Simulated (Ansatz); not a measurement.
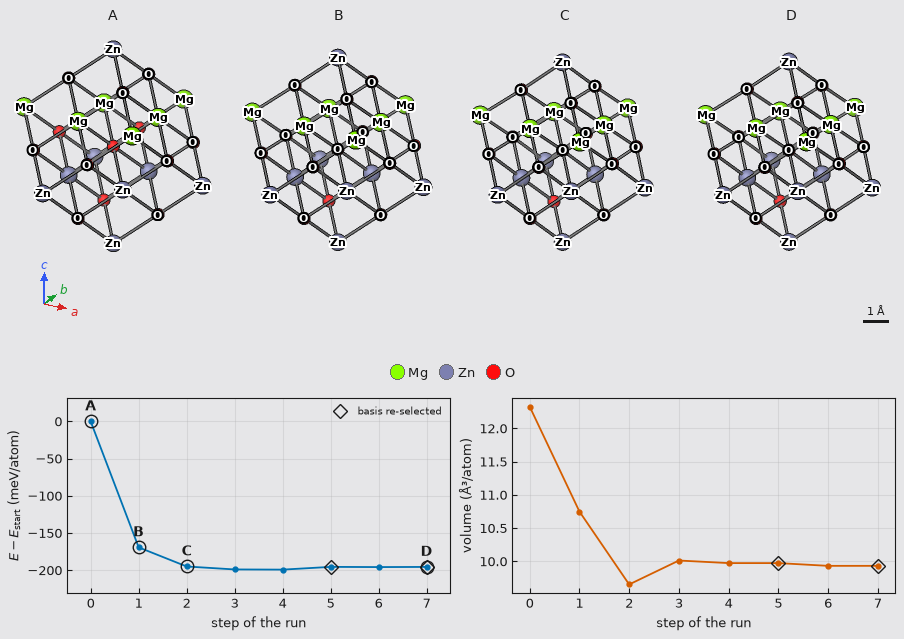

Frames of a relaxation of crystalline Mg₂Zn₃O₅ (a generated structure, set up in R-3m) (coarse preliminary run), marked on the history of the run. Style: ball-and-stick. Shown: the atoms within 4.2 Å of the atom that moves most (axes of the conventional cell (3 times the calculation's cell)), slightly off an axis. Lengths and directions refer to the drawn axes.

Theory: Ansatz, DFT PBE, scalar-relativistic, plane waves, PAW.

Input
```yaml
crystal:
  lattice:
    - [1.63351554, 0.94311064, 13.33759856]
    - [-1.63351554, 0.94311064, 13.33759856]
    - [0.0, -1.88622128, 13.33759856]
  atoms:
    - { symbol: Mg, position: [0.9, 0.9, 0.9] }
    - { symbol: Mg, position: [0.1, 0.1, 0.1] }
    - { symbol: Zn, position: [0.3, 0.3, 0.3] }
    - { symbol: Zn, position: [0.5, 0.5, 0.5] }
    - { symbol: Zn, position: [0.7, 0.7, 0.7] }
    - { symbol: O, position: [0.6, 0.6, 0.6] }
    - { symbol: O, position: [0.2, 0.2, 0.2] }
    - { symbol: O, position: [0.8, 0.8, 0.8] }
    - { symbol: O, position: [0.4, 0.4, 0.4] }
    - { symbol: O, position: [0.0, 0.0, 0.0] }
basis:
  ecutwfc: 420
kpoints:
  mp_grid: { grid: [6, 6, 6] }
hamiltonian:
  xc: pbe
scf:
  occupations: { method: gaussian, width: 0.1 }
  lower_state_search: "off"
output:
  forces: true
  stress: true
  eigenvalues: true
relax:
  adjacent_minimum: "off"
  f_tol: 0.04
  max_steps: 70
  cell: { stress_tol: 0.4 }
```

Launched with:
```bash
ansatz run input.yaml --threads 4 --pin off --max-ram 8192MiB --backend cpu --events-out ev --progress --plain --runs-dir out
```

### Describe the path.

Over 5 accepted moves (7 points after the start) the energy falls by 195 meV per atom. The largest force component goes from 0.31 to 0.0058 eV/Å. Pressure: −21.29 GPa at the start and 0.06 GPa at the end. The SCF was repeated twice at an unchanged geometry on a basis and grid sized afresh for the cell, which shifted the energy by 3.7 meV per atom at most. The largest moves relative to the cell, 0.052 Å, are those of O6 and O9. O9 goes along +c. Largest moves by element: O 0.052 Å, Zn 0.018 Å, Mg 0.009 Å. The volume changes by −19.4 %, with a = b 3.267 → 3.046 Å (−6.8 %), c 40.013 → 37.097 Å (−7.3 %). Near-neighbour distances that change, for instance: Mg2–O8 2.310 → 2.126 Å, Zn3–O10 2.310 → 2.160 Å, Zn4–O8 2.310 → 2.169 Å. The space group stays R-3m (No. 166). From step 0 to 1: O atoms move most (0.02 Å), volume −12.8 %, energy −169 meV per atom. From step 1 to 2: O atoms move most (0.04 Å), volume −10.2 %, energy −25.7 meV per atom. From step 2 to 7: volume +2.9 %, energy −0.6 meV per atom.

```csv
step,"E − E(0), meV/atom","largest force component, eV/Å","pressure, GPa","volume, Å³/atom",note
0,0.00,0.3064,-21.29,12.329,
1,-169.15,0.2151,-9.97,10.751,
2,-194.83,0.0931,5.43,9.654,
3,-198.82,0.0073,-0.64,10.014,
4,-199.06,0.0053,-0.04,9.975,
5,-195.37,0.0018,-0.59,9.975,"same geometry, new basis"
6,-195.63,0.0059,0.08,9.934,
7,-195.44,0.0058,0.06,9.934,"same geometry, new basis"
```
